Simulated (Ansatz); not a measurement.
## GaP (F-43m): refractive index against wavelength

The refractive index of GaP (F-43m) below the direct gap (1.83 eV on the mesh) is read from one computed spectrum, n = √(Re ε).

Cell: a, b, c = 3.854, 3.854, 3.854 Å (primitive vectors), 2 atoms.

Method: Ansatz 0.2.0, PBE, independent particles, k-mesh 12×12×12 with interpolation inside its cells, Gaussian parameter 0.2 eV.

Launch of the response step: `ansatz run input.yaml --threads 4 --pin off --max-ram 8192MiB --backend cpu --events-out ev --progress --plain --runs-dir out`. The run took 8 s, on 4 threads of Arm Neoverse V1, with other jobs on the host.

```
wavelength (nm)  photon energy E (eV)       n
           3000                 0.413  3.3177
           2000                 0.620  3.3378
           1550                 0.800  3.3627
           1310                 0.946  3.3890
           1064                 1.165       ?
```

In the single-oscillator model n² − 1 = E₀E_d/(E₀² − E²), so 1/(n² − 1) = E₀/E_d − E²/(E₀E_d) is linear in E².

Working, on the rows shown:

| x = E² (eV²) | y = 1/(n² − 1) |
| --- | --- |
| 0.170801 | 0.0999287 |
| 0.384302 | 0.0986105 |
| 0.639837 | 0.0970144 |
| 0.895757 | 0.0953714 |

Means: x̄ = 0.52267, ȳ = 0.097731. Σ(x − x̄)(y − ȳ) = -0.001859, Σ(x − x̄)² = 0.2959. Slope = -0.001859 / 0.2959 = -0.006284; intercept = ȳ − slope · x̄ = 0.10102. Turned back into n, the line misses the rows shown by at most 0.00031.

**Question.** Predict the last column of the withheld row from the fit.

**Answer.** At x = 1.3578 the line gives y = 0.092483, that is 3.4370. The run gave 3.4394, so the extrapolation is off by 0.0024, 2.0 % of the range in the table.

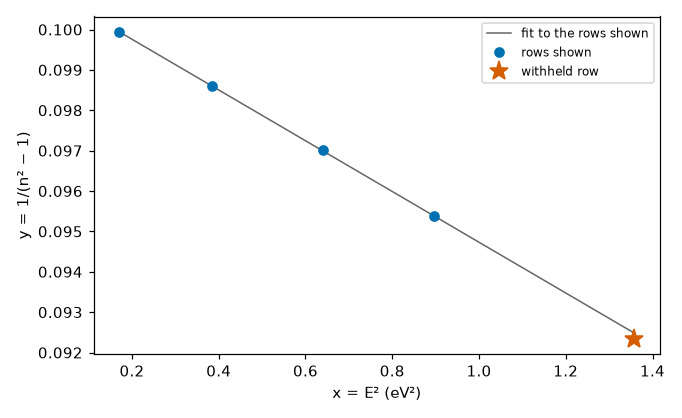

Refitted with all rows, the slope is -0.006395 and the intercept 0.10106. These give E₀ = √(intercept/−slope) = 3.98 eV and E_d = E₀/intercept = 39.3 eV; E₀ is 2.2 times the direct gap. The electronic limit at long wavelengths, without lattice vibrations, is n = √(1 + 1/intercept) = 3.301. Excitons are left out and so are local fields; PBE gaps are as a rule too small. Spin-orbit coupling is left out.

[Logs are printed without paths, hosts, clocks, repeated set-up lines and the standing remarks that a program may print on its own settings, such as how far it seeks lower states.]
